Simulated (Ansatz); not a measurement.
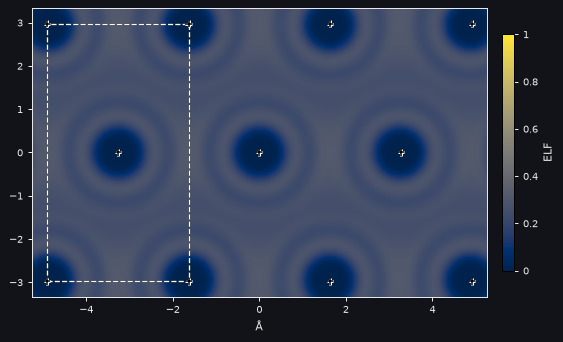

The electron localisation function on a plane through atoms (crosses mark nuclei in the plane).

All numbers below come from Kohn-Sham DFT of a periodic cell, PBE0, Ansatz PAW in Ansatz 0.2.0.

Candidates:
A. Ta, a = 3.37 Å, b = 3.37 Å, c = 3.37 Å, α = 90.00°, β = 90.00°, γ = 90.00°. Space group Im-3m; computed pressure about −8 GPa in this cell.
B. In, a = 3.27 Å, b = 3.27 Å, c = 4.98 Å, α = 90.00°, β = 90.00°, γ = 90.00°. Space group I4/mmm.
C. Cu, a = 3.57 Å, b = 3.57 Å, c = 3.57 Å, α = 90.00°, β = 90.00°, γ = 90.00°. Space group Fm-3m; computed pressure about 9 GPa in this cell.

Which candidate gave the map?

Candidate B: In on the (101̄) plane of the conventional cell, which holds In. In–In (3.27 Å): the ELF is about 0.30 at the midpoint (no localised pair shows between them). In–In (3.40 Å): the ELF is about 0.25 at the midpoint: no localised pair shows between them.
